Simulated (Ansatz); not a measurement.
PtSe2: several calculations on one system

### Relaxation

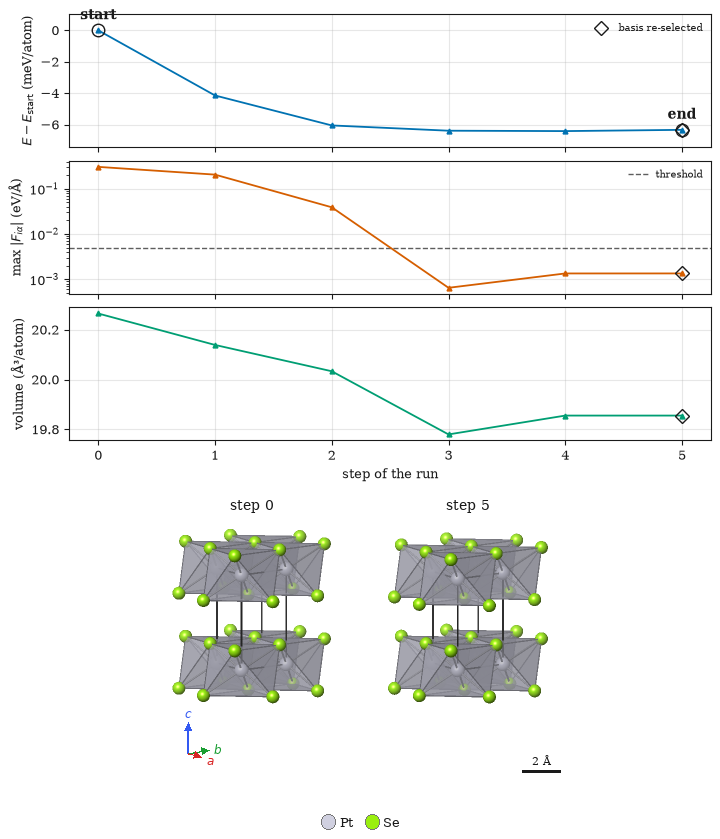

First and last geometry of a relaxation of a crystal of PtSe2 (set up in P-3m1), with the history of the run. A polyhedral model of the cell of the calculation, seen slightly off an axis.

Method: DFT PBEsol, scalar-relativistic, plane waves, PAW in Ansatz 0.2.0. Set-up: plane-wave cutoff 420 eV; k-point mesh 12 × 12 × 8; occupations gaussian; smearing width 0.1 eV; no spin polarisation; cell and atoms relaxed; force threshold 0.005 eV/Å; at most 80 steps.

What do the curves and the structures tell?

Answer. It converged. The largest moves relative to the cell, 0.052 Å, are those of Se atoms. Pt stays in place. The volume changes by −2.0 %, with a = b 3.724 → 3.761 Å (+1.0 %), c 5.062 → 4.863 Å (−3.9 %). Near-neighbour distances that change, for instance: Pt–Se 2.495 → 2.514 Å. The space group stays P-3m1 (No. 164). After 4 accepted moves (5 points after the start) the energy has fallen by 6.3 meV per atom. The largest force component goes from 0.3 to 0.0014 eV/Å. The pressure goes from 2.13 to −0.02 GPa. The SCF was repeated once at an unchanged geometry on a basis and grid sized afresh for the cell, which shifted the energy by 0.1 meV per atom at most. Cost: 70 s on 1 thread of AMD EPYC 7R43 64-Core Processor (Zen 3) (shared host), peak memory 0.54 GiB.

### Relaxation

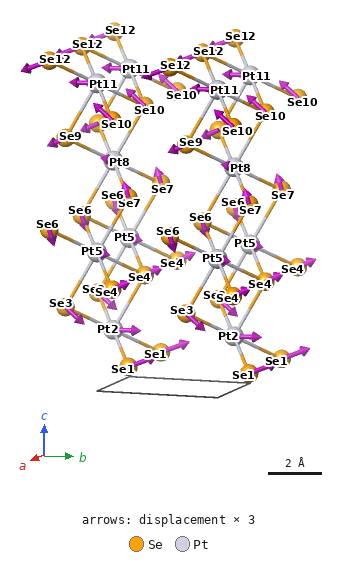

This is a relaxation of a slab of composition PtSe2 (cut from the P-3m1 phase). The starting structure is drawn; purple arrows show the displacements, 3 times their true length.

The picture is a ball-and-stick view of the cell of the calculation, outlined in the plane, without the vacuum, seen slightly off an axis.

Case: (1 0 0) slab, atoms relaxed. The slab is the (1 0 0) face of PtSe2.

Level of theory: DFT PBEsol, scalar-relativistic, plane waves, PAW in Ansatz 0.2.0. Set-up: plane-wave cutoff 420 eV; k-point mesh 9 × 7 × 1; occupations gaussian; smearing width 0.1 eV; no spin polarisation; dipole correction; atoms relaxed in a fixed cell; force threshold 0.02 eV/Å; at most 60 steps.

### What happened in the run?

Over 7 geometry steps the energy falls by 0.404 eV per cell of the calculation. The largest force component goes from 0.85 to 0.019 eV/Å. The largest moves relative to the layer's centre, 0.42 Å, are those of Se1 and Se12. Se12 goes at 68° to the normal (−c side). By element the largest moves are Se 0.42 Å, Pt 0.38 Å. The cell stays as it was. Some distances before and after: Se4–Se6 3.183 → 2.824 Å, Se10–Se12 3.183 → 2.839 Å, Pt8–Se10 2.514 → 2.640 Å, Pt5–Se7 2.514 → 2.620 Å. Bond angles that change, for instance: Se6–Pt8–Se10 180.0° → 176.1°, Pt8–Se10–Pt11 96.8° → 93.4°, Se3–Pt2–Se4 83.2° → 86.4°.

### A change

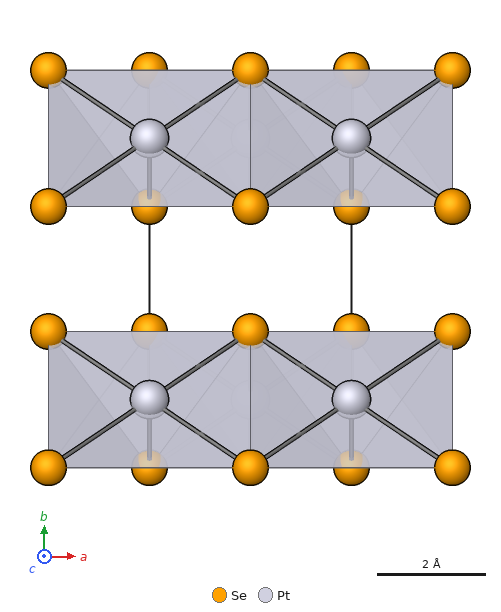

The starting point is a (1 0 0) slab of PtSe2 as cut from the relaxed bulk. A polyhedral model of the cell of the calculation, outlined in the plane, without the vacuum, seen along the c axis.

Method: Ansatz, DFT PBEsol, scalar-relativistic, plane waves, PAW. (plane-wave cutoff 420 eV; occupations gaussian; smearing width 0.1 eV; no spin polarisation) The k-mesh is chosen for each cell (9×7×11, 9×7×1).

Now this is done to it. The atoms of the slab are relaxed at the bulk's in-plane cell.

Question: Predict the response.

Answer: The surface energy (mean of the two faces) falls from 1.05 to 0.88 J/m². The top spacing, between the Se and Pt planes, goes from 1.09 to 0.93 Å (−14.3 %), the bottom one (Se to Pt) from 1.09 to 0.93 Å (−14.3 %). The lattice vectors keep their values. The largest moves relative to the layer's centre, 0.42 Å, are those of Se atoms. Largest moves by element: Se 0.42 Å, Pt 0.38 Å. Some distances before and after: Pt–Se 2.514 → 2.456 to 2.640 Å.

Drawn alike, the variant:

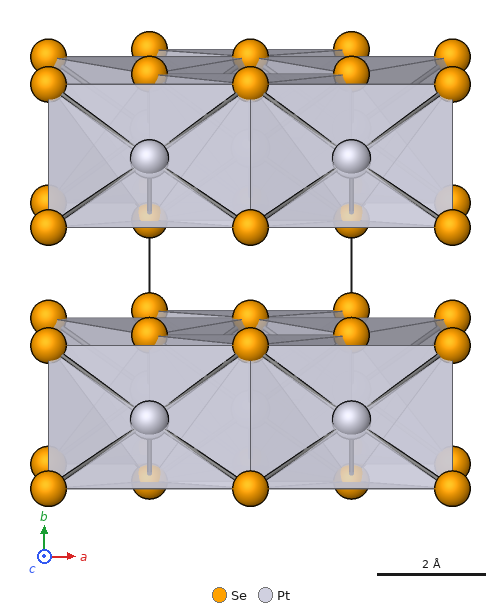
